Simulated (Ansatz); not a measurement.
**Run report: Al12O, single-point calculation (part 3 of 4)**

Continued. System: Al12O (slab, 13 atoms in the cell). Method: DFT PBE, scalar-relativistic, plane waves, PAW, spin-polarised (Ansatz 0.2.0); cutoff 420 eV, 5×5×1 k-mesh, Gaussian smearing of 0.1 eV, collinear spins. The structure derives from an entry of the Crystallography Open Database.

Geometry of the input (Å; fractional positions):
```
5.7143  0.0000  0.0000
0.0000  5.7143  0.0000
0.0000  0.0000  21.1750
Al 0.2500  0.2500  0.1889
Al 0.2500  0.7500  0.1889
Al 0.7500  0.2500  0.1889
Al 0.7500  0.7500  0.1889
Al 0.0000  0.0000  0.2874
Al 0.0000  0.5000  0.2874
Al 0.5000  0.0000  0.2874
Al 0.5000  0.5000  0.2874
Al 0.2500  0.2500  0.3861
Al 0.2500  0.7500  0.3861
Al 0.7500  0.2500  0.3861
Al 0.7500  0.7500  0.3861
O  0.3333  0.3333  0.5575
```

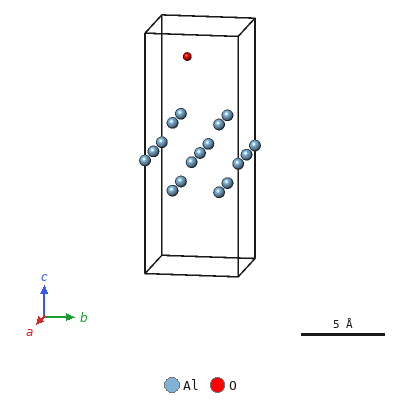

*The structure as given in the input (ball-and-stick view of the cell of the calculation, with the vacuum cut short, seen slightly off an axis).*

## Output, continued
```
SCF iter  42: F=-7008.498833 eV  HF=-7008.499071 eV  |F-HF|=2.38e-4  |Δ(HF+E_count)|=   2.95e-4  Δρ=2.25e-4 (↑2.42e-5 ↓2.25e-4)  dr2=2.78e-4  dr2_m=9.55e-5  M=1.859 μB ∫|m|=1.890 μB  β_m=0.72  ethr=8.39e-8  p=-0.388 e·Å  D=-1.01e-1 V/Å  ΔV_dip=2.15 eV  dr2_dipole=8.20e-5  V_vac-E_F(+/−)=6.63/4.48 eV  ⟨swp⟩=3.5  Hψ=1284  notcnv=0  defer=102  recentre
SCF iter  43: F=-7008.496407 eV  HF=-7008.499101 eV  |F-HF|=2.69e-3  |Δ(HF+E_count)|=   2.95e-5  Δρ=3.85e-4 (↑2.91e-5 ↓3.85e-4)  dr2=2.24e-3  dr2_m=2.53e-4  M=1.868 μB ∫|m|=1.899 μB  β_m=0.93  ethr=8.39e-8  p=-0.388 e·Å  D=-1.02e-1 V/Å  ΔV_dip=2.15 eV  dr2_dipole=7.92e-4  V_vac-E_F(+/−)=6.63/4.48 eV  ⟨swp⟩=1.5  Hψ=641  notcnv=0  defer=102  recentre
SCF iter  44: F=-7008.498938 eV  HF=-7008.499075 eV  |F-HF|=1.36e-4  |Δ(HF+E_count)|=   2.57e-5  Δρ=2.30e-4 (↑2.57e-5 ↓2.30e-4)  dr2=2.21e-4  dr2_m=9.80e-5  M=1.852 μB ∫|m|=1.883 μB  β_m=0.97  ethr=8.39e-8  p=-0.388 e·Å  D=-1.01e-1 V/Å  ΔV_dip=2.15 eV  dr2_dipole=4.93e-5  V_vac-E_F(+/−)=6.63/4.48 eV  ⟨swp⟩=2.0  Hψ=868  notcnv=0  defer=102
SCF iter  45: F=-7008.498898 eV  HF=-7008.499638 eV  |F-HF|=7.40e-4  |Δ(HF+E_count)|=   5.63e-4  Δρ=3.10e-4 (↑3.38e-5 ↓3.10e-4)  dr2=7.19e-4  dr2_m=1.85e-4  M=1.861 μB ∫|m|=1.893 μB  β_m=0.98  ethr=8.39e-8  p=-0.388 e·Å  D=-1.01e-1 V/Å  ΔV_dip=2.15 eV  dr2_dipole=2.53e-4  V_vac-E_F(+/−)=6.63/4.48 eV  ⟨swp⟩=3.5  Hψ=1320  notcnv=0  defer=102  recentre
SCF iter  46: F=-7008.490455 eV  HF=-7008.499670 eV  |F-HF|=9.21e-3  |Δ(HF+E_count)|=   3.17e-5  Δρ=6.44e-4 (↑4.36e-5 ↓6.44e-4)  dr2=7.46e-3  dr2_m=6.88e-4  M=1.877 μB ∫|m|=1.909 μB  β_m=0.98  ethr=8.39e-8  p=-0.387 e·Å  D=-1.01e-1 V/Å  ΔV_dip=2.14 eV  dr2_dipole=2.62e-3  V_vac-E_F(+/−)=6.62/4.48 eV  ⟨swp⟩=2.6  Hψ=935  notcnv=0  defer=102  recentre
SCF iter  47: F=-7008.480926 eV  HF=-7008.499823 eV  |F-HF|=1.89e-2  |Δ(HF+E_count)|=   1.53e-4  Δρ=9.12e-4 (↑5.71e-5 ↓9.12e-4)  dr2=1.53e-2  dr2_m=1.30e-3  M=1.822 μB ∫|m|=1.855 μB  β_m=0.98  ethr=8.39e-8  p=-0.388 e·Å  D=-1.02e-1 V/Å  ΔV_dip=2.15 eV  dr2_dipole=5.40e-3  V_vac-E_F(+/−)=6.64/4.49 eV  ⟨swp⟩=3.4  Hψ=1286  notcnv=0  defer=102  recentre
SCF iter  48: F=-7008.497463 eV  HF=-7008.499676 eV  |F-HF|=2.21e-3  |Δ(HF+E_count)|=   1.46e-4  Δρ=4.32e-4 (↑3.73e-5 ↓4.32e-4)  dr2=2.04e-3  dr2_m=3.15e-4  M=1.842 μB ∫|m|=1.875 μB  β_m=0.49  ethr=8.39e-8  p=-0.387 e·Å  D=-1.01e-1 V/Å  ΔV_dip=2.15 eV  dr2_dipole=6.25e-4  V_vac-E_F(+/−)=6.63/4.49 eV  ⟨swp⟩=2.6  Hψ=979  notcnv=0  defer=102  recentre
SCF iter  49: F=-7008.498756 eV  HF=-7008.499348 eV  |F-HF|=5.92e-4  |Δ(HF+E_count)|=   3.28e-4  Δρ=3.03e-4 (↑3.04e-5 ↓3.03e-4)  dr2=6.44e-4  dr2_m=1.66e-4  M=1.848 μB ∫|m|=1.880 μB  β_m=0.25  ethr=8.39e-8  p=-0.387 e·Å  D=-1.01e-1 V/Å  ΔV_dip=2.15 eV  dr2_dipole=1.76e-4  V_vac-E_F(+/−)=6.63/4.48 eV  ⟨swp⟩=3.5  Hψ=1267  notcnv=0  defer=102  recentre
SCF iter  50: F=-7008.498343 eV  HF=-7008.499214 eV  |F-HF|=8.71e-4  |Δ(HF+E_count)|=   1.34e-4  Δρ=3.17e-4 (↑2.98e-5 ↓3.17e-4)  dr2=8.72e-4  dr2_m=1.73e-4  M=1.847 μB ∫|m|=1.879 μB  β_m=0.12  ethr=8.39e-8  p=-0.387 e·Å  D=-1.01e-1 V/Å  ΔV_dip=2.15 eV  dr2_dipole=2.50e-4  V_vac-E_F(+/−)=6.63/4.49 eV  ⟨swp⟩=2.5  Hψ=946  notcnv=0  defer=102  recentre
SCF iter  51: F=-7008.499049 eV  HF=-7008.499137 eV  |F-HF|=8.81e-5  |Δ(HF+E_count)|=   7.63e-5  Δρ=2.32e-4 (↑2.55e-5 ↓2.32e-4)  dr2=1.87e-4  dr2_m=1.01e-4  M=1.852 μB ∫|m|=1.884 μB  β_m=0.22  ethr=8.39e-8  p=-0.388 e·Å  D=-1.01e-1 V/Å  ΔV_dip=2.15 eV  dr2_dipole=3.75e-5  V_vac-E_F(+/−)=6.63/4.48 eV  ⟨swp⟩=2.3  Hψ=875  notcnv=0  defer=102
SCF iter  52: F=-7008.499271 eV  HF=-7008.499269 eV  |F-HF|=1.79e-6  |Δ(HF+E_count)|=   1.32e-4  Δρ=2.37e-4 (↑2.71e-5 ↓2.37e-4)  dr2=1.26e-4  dr2_m=1.09e-4  M=1.853 μB ∫|m|=1.885 μB  β_m=0.66  ethr=8.39e-8  p=-0.388 e·Å  D=-1.01e-1 V/Å  ΔV_dip=2.15 eV  dr2_dipole=1.49e-5  V_vac-E_F(+/−)=6.63/4.48 eV  ⟨swp⟩=2.5  Hψ=964  notcnv=0  defer=102
SCF iter  53: F=-7008.499596 eV  HF=-7008.499564 eV  |F-HF|=3.21e-5  |Δ(HF+E_count)|=   2.95e-4  Δρ=2.63e-4 (↑3.04e-5 ↓2.63e-4)  dr2=1.32e-4  dr2_m=1.36e-4  M=1.856 μB ∫|m|=1.888 μB  β_m=0.58  ethr=8.39e-8  p=-0.387 e·Å  D=-1.01e-1 V/Å  ΔV_dip=2.15 eV  dr2_dipole=1.11e-5  V_vac-E_F(+/−)=6.63/4.48 eV  ⟨swp⟩=3.5  Hψ=1112  notcnv=0  defer=102
SCF iter  54: F=-7008.494187 eV  HF=-7008.500229 eV  |F-HF|=6.04e-3  |Δ(HF+E_count)|=   6.65e-4  Δρ=5.77e-4 (↑4.41e-5 ↓5.77e-4)  dr2=5.06e-3  dr2_m=5.66e-4  M=1.873 μB ∫|m|=1.906 μB  β_m=0.58  ethr=8.39e-8  p=-0.387 e·Å  D=-1.01e-1 V/Å  ΔV_dip=2.15 eV  dr2_dipole=1.72e-3  V_vac-E_F(+/−)=6.63/4.48 eV  ⟨swp⟩=3.5  Hψ=1311  notcnv=0  defer=102  recentre
SCF iter  55: F=-7008.498683 eV  HF=-7008.500183 eV  |F-HF|=1.50e-3  |Δ(HF+E_count)|=   4.63e-5  Δρ=3.94e-4 (↑3.89e-5 ↓3.94e-4)  dr2=1.42e-3  dr2_m=2.82e-4  M=1.864 μB ∫|m|=1.897 μB  ethr=8.39e-8  p=-0.387 e·Å  D=-1.01e-1 V/Å  ΔV_dip=2.15 eV  dr2_dipole=4.47e-4  V_vac-E_F(+/−)=6.63/4.48 eV  ⟨swp⟩=15.0  Hψ=3597  notcnv=0
Mixer restart at iter 55: flushing history
iteration 55: the SCF's residuals had fallen too slowly under its mixing. It goes on by minimising its free energy, and can end on another state than longer mixing would; under `scf.algorithm: density_mixing` no SCF does so, but by `scf.convergence.dm_fallback`
SCF iter  56: F=—  HF=-7008.500621 eV  |F-HF|=—  |Δ(HF+E_count)|=   4.38e-4  Δρ=2.38e-4 (↑8.70e-5 ↓2.38e-4)  dr2=2.67e-4  dr2_m=1.63e-4  M=1.854 μB ∫|m|=1.888 μB  ethr=8.39e-8  p=-0.386 e·Å  D=-1.01e-1 V/Å  ΔV_dip=2.14 eV  dr2_dipole=6.27e-5  V_vac-E_F(+/−)=6.63/4.48 eV  ⟨swp⟩=7.6  Hψ=4638  notcnv=0
SCF iter  57: F=—  HF=-7008.553832 eV  |F-HF|=—  |Δ(HF+E_count)|=   5.32e-2  Δρ=1.24e-2 (↑7.13e-4 ↓1.24e-2)  dr2=2.93e0  dr2_m=2.40e-1  M=1.383 μB ∫|m|=1.460 μB  ethr=8.39e-8  p=-0.345 e·Å  D=-9.03e-2 V/Å  ΔV_dip=1.91 eV  dr2_dipole=1.21e0  V_vac-E_F(+/−)=6.51/4.60 eV  ⟨swp⟩=13.6  Hψ=4616  notcnv=0
SCF iter  58: F=—  HF=-7008.507806 eV  |F-HF|=—  |Δ(HF+E_count)|=   4.60e-2  Δρ=4.19e-4 (↑1.88e-4 ↓4.19e-4)  dr2=5.15e-3  dr2_m=3.98e-4  M=1.851 μB ∫|m|=1.894 μB  ethr=8.39e-8  p=-0.385 e·Å  D=-1.01e-1 V/Å  ΔV_dip=2.13 eV  dr2_dipole=2.47e-3  V_vac-E_F(+/−)=6.60/4.47 eV  ⟨swp⟩=11.6  Hψ=4396  notcnv=0
SCF iter  59: F=—  HF=-7008.514062 eV  |F-HF|=—  |Δ(HF+E_count)|=   6.26e-3  Δρ=2.09e-3 (↑2.77e-4 ↓2.09e-3)  dr2=8.70e-2  dr2_m=6.34e-3  M=1.769 μB ∫|m|=1.823 μB  ethr=8.39e-8  p=-0.375 e·Å  D=-9.80e-2 V/Å  ΔV_dip=2.08 eV  dr2_dipole=3.72e-2  V_vac-E_F(+/−)=6.58/4.51 eV  ⟨swp⟩=11.8  Hψ=4512  notcnv=0
SCF iter  60: F=—  HF=-7008.512622 eV  |F-HF|=—  |Δ(HF+E_count)|=   1.44e-3  Δρ=4.46e-4 (↑3.46e-5 ↓4.46e-4)  dr2=8.87e-4  dr2_m=3.16e-4  M=1.847 μB ∫|m|=1.898 μB  ethr=8.39e-8  p=-0.380 e·Å  D=-9.95e-2 V/Å  ΔV_dip=2.11 eV  dr2_dipole=2.52e-4  V_vac-E_F(+/−)=6.59/4.48 eV  ⟨swp⟩=8.9  Hψ=3665  notcnv=0
SCF iter  61: F=—  HF=-7008.514124 eV  |F-HF|=—  |Δ(HF+E_count)|=   1.50e-3  Δρ=2.03e-4 (↑2.03e-4 ↓6.04e-5)  dr2=1.67e-4  dr2_m=6.82e-5  M=1.844 μB ∫|m|=1.897 μB  ethr=8.39e-8  p=-0.381 e·Å  D=-9.98e-2 V/Å  ΔV_dip=2.11 eV  dr2_dipole=1.73e-6  V_vac-E_F(+/−)=6.60/4.48 eV  ⟨swp⟩=7.5  Hψ=3734  notcnv=0
SCF iter  62: F=—  HF=-7008.519534 eV  |F-HF|=—  |Δ(HF+E_count)|=   5.41e-3  Δρ=2.57e-3 (↑1.81e-4 ↓2.57e-3)  dr2=1.36e-1  dr2_m=1.09e-2  M=1.754 μB ∫|m|=1.819 μB  ethr=8.39e-8  p=-0.362 e·Å  D=-9.47e-2 V/Å  ΔV_dip=2.00 eV  dr2_dipole=6.27e-2  V_vac-E_F(+/−)=6.52/4.51 eV  ⟨swp⟩=10.3  Hψ=4045  notcnv=0
SCF iter  63: F=—  HF=-7008.516514 eV  |F-HF|=—  |Δ(HF+E_count)|=   3.02e-3  Δρ=1.80e-4 (↑4.73e-5 ↓1.80e-4)  dr2=3.10e-4  dr2_m=6.38e-5  M=1.852 μB ∫|m|=1.909 μB  ethr=8.39e-8  p=-0.379 e·Å  D=-9.93e-2 V/Å  ΔV_dip=2.10 eV  dr2_dipole=1.33e-4  V_vac-E_F(+/−)=6.58/4.48 eV  ⟨swp⟩=10.7  Hψ=3815  notcnv=0
SCF iter  64: F=—  HF=-7008.517063 eV  |F-HF|=—  |Δ(HF+E_count)|=   5.49e-4  Δρ=9.11e-5 (↑9.11e-5 ↓2.01e-5)  dr2=2.84e-5  dr2_m=1.47e-5  M=1.852 μB ∫|m|=1.911 μB  ethr=8.39e-8  p=-0.377 e·Å  D=-9.86e-2 V/Å  ΔV_dip=2.09 eV  dr2_dipole=5.16e-7  V_vac-E_F(+/−)=6.57/4.48 eV  ⟨swp⟩=7.8  Hψ=3528  notcnv=0
SCF iter  65: F=—  HF=-7008.517767 eV  |F-HF|=—  |Δ(HF+E_count)|=   7.04e-4  Δρ=1.78e-4 (↑5.36e-5 ↓1.78e-4)  dr2=8.79e-4  dr2_m=6.17e-5  M=1.850 μB ∫|m|=1.910 μB  ethr=6.76e-8  p=-0.376 e·Å  D=-9.84e-2 V/Å  ΔV_dip=2.08 eV  dr2_dipole=3.16e-4  V_vac-E_F(+/−)=6.56/4.48 eV  ⟨swp⟩=7.8  Hψ=3529  notcnv=0
SCF iter  66: F=—  HF=-7008.517886 eV  |F-HF|=—  |Δ(HF+E_count)|=   1.19e-4  Δρ=3.51e-5 (↑3.51e-5 ↓2.23e-5)  dr2=1.13e-5  dr2_m=3.20e-6  M=1.859 μB ∫|m|=1.920 μB  ethr=6.76e-8  p=-0.376 e·Å  D=-9.85e-2 V/Å  ΔV_dip=2.09 eV  dr2_dipole=3.33e-6  V_vac-E_F(+/−)=6.57/4.48 eV  ⟨swp⟩=7.1  Hψ=3385  notcnv=0
SCF iter  67: F=—  HF=-7008.517999 eV  |F-HF|=—  |Δ(HF+E_count)|=   1.13e-4  Δρ=2.51e-5 (↑2.51e-5 ↓1.73e-5)  dr2=2.83e-6  dr2_m=9.52e-7  M=1.860 μB ∫|m|=1.921 μB  ethr=2.69e-8  p=-0.377 e·Å  D=-9.86e-2 V/Å  ΔV_dip=2.09 eV  dr2_dipole=2.55e-7  V_vac-E_F(+/−)=6.57/4.48 eV  ⟨swp⟩=6.2  Hψ=3131  notcnv=0
SCF iter  68: F=—  HF=-7008.518018 eV  |F-HF|=—  |Δ(HF+E_count)|=   1.86e-5  Δρ=8.52e-6 (↑5.44e-6 ↓8.52e-6)  dr2=2.25e-6  dr2_m=1.60e-7  M=1.861 μB ∫|m|=1.922 μB  ethr=6.73e-9  p=-0.377 e·Å  D=-9.86e-2 V/Å  ΔV_dip=2.09 eV  dr2_dipole=5.98e-7  V_vac-E_F(+/−)=6.57/4.48 eV  ⟨swp⟩=5.2  Hψ=2878  notcnv=0
SCF iter  69: F=—  HF=-7008.518019 eV  |F-HF|=—  |Δ(HF+E_count)|=   1.02e-6  Δρ=1.69e-5 (↑2.59e-6 ↓1.69e-5)  dr2=6.36e-6  dr2_m=5.01e-7  M=1.861 μB ∫|m|=1.922 μB  ethr=5.35e-9  p=-0.377 e·Å  D=-9.86e-2 V/Å  ΔV_dip=2.09 eV  dr2_dipole=3.07e-6  V_vac-E_F(+/−)=6.57/4.48 eV  ⟨swp⟩=1.9  Hψ=2079  notcnv=0
SCF iter  70: F=—  HF=-7008.518019 eV  |F-HF|=—  |Δ(HF+E_count)|=   1.79e-7  Δρ=3.68e-6 (↑4.00e-7 ↓3.68e-6)  dr2=9.05e-8  dr2_m=2.17e-8  M=1.862 μB ∫|m|=1.923 μB  ethr=2.38e-10  p=-0.377 e·Å  D=-9.86e-2 V/Å  ΔV_dip=2.09 eV  dr2_dipole=1.99e-8  V_vac-E_F(+/−)=6.57/4.48 eV  ⟨swp⟩=9.5  Hψ=4211  notcnv=0
SCF iter  71: F=—  HF=-7008.518019 eV  |F-HF|=—  |Δ(HF+E_count)|=   1.06e-7  Δρ=1.57e-6 (↑1.57e-6 ↓1.31e-6)  dr2=4.86e-8  dr2_m=5.73e-9  M=1.862 μB ∫|m|=1.922 μB  ethr=2.15e-10  p=-0.377 e·Å  D=-9.86e-2 V/Å  ΔV_dip=2.09 eV  dr2_dipole=1.77e-8  V_vac-E_F(+/−)=6.57/4.48 eV  ⟨swp⟩=8.8  Hψ=4365  notcnv=0
SCF iter  72: F=—  HF=-7008.518020 eV  |F-HF|=—  |Δ(HF+E_count)|=   9.57e-7  Δρ=2.81e-6 (↑1.62e-6 ↓2.81e-6)  dr2=8.42e-8  dr2_m=5.62e-9  M=1.862 μB ∫|m|=1.923 μB  ethr=1.16e-10  p=-0.377 e·Å  D=-9.86e-2 V/Å  ΔV_dip=2.09 eV  dr2_dipole=6.26e-9  V_vac-E_F(+/−)=6.57/4.48 eV  ⟨swp⟩=9.8  Hψ=5264  notcnv=0
SCF iter  73: F=-7008.518020 eV  HF=-7008.518020 eV  |F-HF|=8.49e-10  |Δ(HF+E_count)|=   4.84e-9  Δρ=9.98e-7 (↑5.09e-7 ↓9.98e-7)  dr2=3.63e-9  dr2_m=2.34e-9  M=1.862 μB ∫|m|=1.923 μB  ethr=1.16e-10  p=-0.377 e·Å  D=-9.86e-2 V/Å  ΔV_dip=2.09 eV  dr2_dipole=1.22e-10  V_vac-E_F(+/−)=6.57/4.48 eV  ⟨swp⟩=8.2  Hψ=4112  notcnv=0
SCF iter  74: F=-7008.518020 eV  HF=-7008.518020 eV  |F-HF|=8.44e-10  |Δ(HF+E_count)|=  2.73e-12  Δρ=9.98e-7 (↑5.09e-7 ↓9.98e-7)  dr2=3.63e-9  dr2_m=2.34e-9  M=1.862 μB ∫|m|=1.923 μB  ethr=8.64e-12  p=-0.377 e·Å  D=-9.86e-2 V/Å  ΔV_dip=2.09 eV  dr2_dipole=1.22e-10  V_vac-E_F(+/−)=6.57/4.48 eV  ⟨swp⟩=7.3  Hψ=4116  notcnv=0
SCF 1 converged in 74 iterations: F = -7008.518020 eV  dr2 = 3.63e-9
  greatest PAW one-centre occupation: 0.890 electrons in one spin orbital (limit 2), on the O atom at site 12 (counted from 0), in its partial waves of l = 0
```

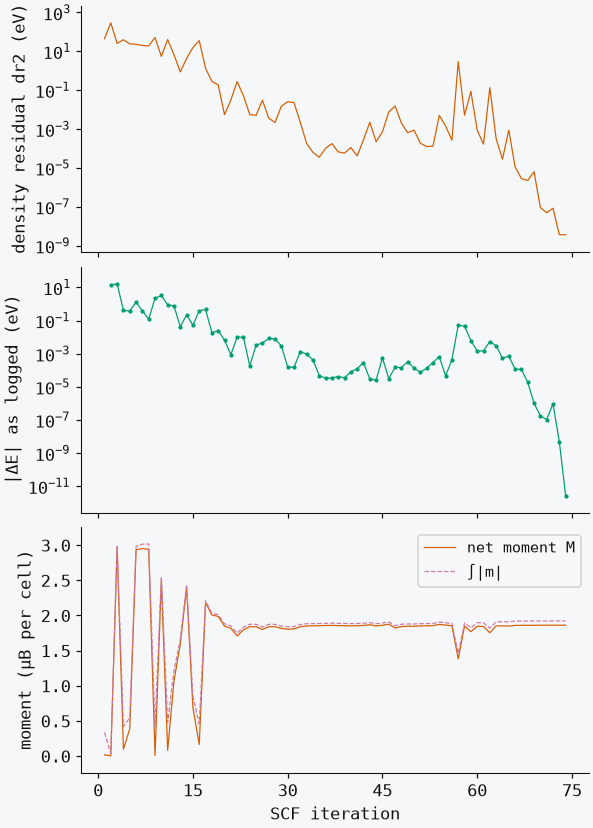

*Convergence of the self-consistent field: density residual dr2, size of the energy change and magnetic moment against the SCF iteration.*

The residual falls unevenly and jumps up by a factor of two or more 22 times on the way down. The net moment goes from 0.0 to 1.9 μB per cell, with excursions between 0.0 and 3.0 on the way.

```
at 25 of the mixer's solves, the last at iteration 54, it left a direction of its history that read negative out of its fit and stepped the other way along it
WARN: The output density's exchange-correlation potential varies sharply where the density is thin. Do not read a vacuum level from v_tot or v_xc, or from such a field of the output density. On a cell that repeats whose density bears no net charge and no dipole along the vacuum's axis use v_es (v_loc + v_h of the components); under efield.dipole_correction with no amplitude use v_es + v_field, which holds any external_charges[].barrier, or the levels of the report's work_function block, which leave it out; under a non-zero efield.amplitude the vacuum is tilted and has no level; on a cell that repeats and bears such a dipole with no correction it is tilted too, and efield.dipole_correction with no amplitude gives each side of its ramp a level where efield: is served; in a cell that repeats whose density bears a net charge (total_charge, or a fill off its count) it is curved and has none; of a slab under crystal.periodic whose density bears no net charge use v_es, which has a level on each side, short of where the two are joined; of another it falls or rises all the way out and has none; of a slab beside external_charges read slab_vacuum_level instead, which it has where they leave it neutral. The grid or the basis barely resolves most such structure, and the values can differ between equally converged runs; as a rule a tighter scf.convergence.dr2_threshold does not remove it. Where the density itself ripples (under the LDA too) a higher basis.ecutwfc lessens it. The files hold the spikes' plane waves up to the density's cutoff. Files: v_tot_of_output_density and the like, and their columns of v_z.tsv (output.write_potential); v_xc_of_output_density and the like, and their columns of v_comp_z.tsv (output.write_potential_components). Measured: with its Gaussian average of σ = 0.25 Å subtracted twice, the exchange-correlation potential is over 0.1 eV at 2941 of the grid points where the equally averaged density (valence and model cores) is under 1e-3 e/Å³, and 0.953 eV at the most among them, at an averaged density of 3.9e-4 e/Å³. The input density's (outcome.potential() and, of a run that writes arrays, v_tot and v_xc) is over 0.1 eV, so measured, at 2941 points of its own thin density, 0.953 eV at the most. See output.write_potential in the manual, Limitations
SCF converged after 74 iterations
Magnetization: 1.8619 μB (21.9309 up, 20.0691 down)
Absolute magnetization: 1.9234 μB (∫|ρ↑−ρ↓|, with the PAW one-centre terms)
Spin contamination: 0.1286 ħ² per cell (⟨S²⟩ above its minimum at these occupations)
Per-site moments (μB) at R_I (Å): [(-0.00022300088229006867, 1.17857495448), (0.006113638150133714, 1.17857495448), (0.006113638150133709, 1.17857495448), (0.003022493775402391, 1.17857495448), (0.002602098496028209, 1.1785749544800002), (0.0031022387938546433, 1.1785749544800002), (0.0031022387938545917, 1.1785749544800002), (0.00251123027590357, 1.1785749544800002), (0.006801101426442595, 1.17857495448), (0.0039730475527549654, 1.17857495448), (0.003973047552754966, 1.17857495448), (0.002107453256898597, 1.17857495448), (1.7667340832615466, 1.5229250542331687)]
Free energy (F): -7008.518020 eV
Harris-Foulkes:  -7008.518020 eV  (|F-HF|=8.44e-10)
Internal energy: -7008.488071 eV  (E = F + TS)
E sigma→0 (E₀):  -7008.503045 eV
Entropy (-TS):   -0.029949 eV (-2.304 meV/atom)
Fermi energy:    -1.512024 eV
Dipole field:    D = -0.098627 V/Å  (p = -0.376863 e·Å, saw-weighted, corrected)
Work function:   Φ+ = 6.5683 eV   Φ− = 4.4798 eV
Levels:          The Fermi level and band energies are counted from a zero that moves with the ramp; work functions are not
```
